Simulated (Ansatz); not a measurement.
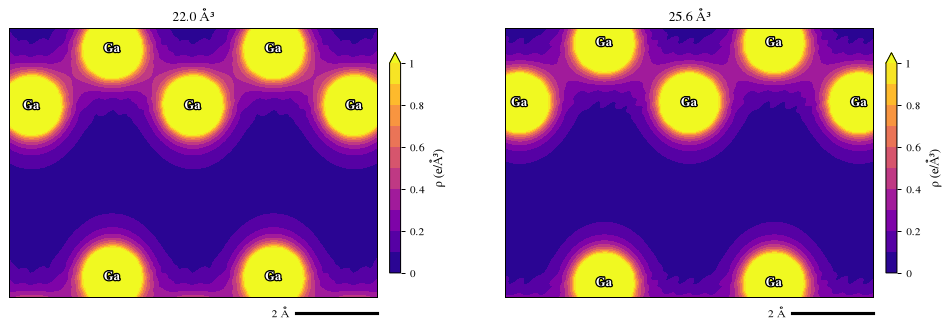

Ga. The valence charge density (pseudo) of cells scaled evenly to different volumes (given per atom above each panel), on the (11̄0) plane of each (indices in the axes of the cell below), at one length scale and on one colour scale.

A generated structure, not necessarily the stable one.

Theory: Ansatz 0.2.0, DFT, LDA (PW92), plane waves (420 eV) with PAW, scalar-relativistic.

In a PAW calculation such maps are meaningful between the atoms, not at the nuclei.

The largest cell:

```cif
data_structure
_symmetry_space_group_name_H-M 'P 1'
_symmetry_Int_Tables_number 1
_cell_length_a 4.1694
_cell_length_b 4.1694
_cell_length_c 4.1694
_cell_angle_alpha 60.000
_cell_angle_beta 60.000
_cell_angle_gamma 60.000
_cell_volume 51.25
loop_
_atom_site_label
_atom_site_type_symbol
_atom_site_fract_x
_atom_site_fract_y
_atom_site_fract_z
_atom_site_occupancy
Ga1 Ga 0.12500 0.12500 0.12500 1
Ga2 Ga 0.87500 0.87500 0.87500 1
```

| volume (Å³/atom) | Ga–Ga contact in the plane (Å) | ρ at its midpoint (e/Å³) | pressure (GPa) | 
| --- | --- | --- | --- |
| 21.97 | 2.425 | 0.394 | 2.2 | 
| 23.80 | 2.491 | ? | ? | 
| 25.63 | 2.553 | 0.326 | −4.1 | 

Q: Estimate the missing row, and compare with the calculation.

A: Over the known rows ln ρ falls by 1.48 per Å of Ga–Ga distance (the line through the two), which gives 0.357 e/Å³ at 2.491 Å; the calculation gives 0.357 e/Å³. For the pressure, a straight line in volume between the neighbouring rows gives −1.0 GPa; the calculation gives −1.7, lower because pressure rises ever faster on compression.
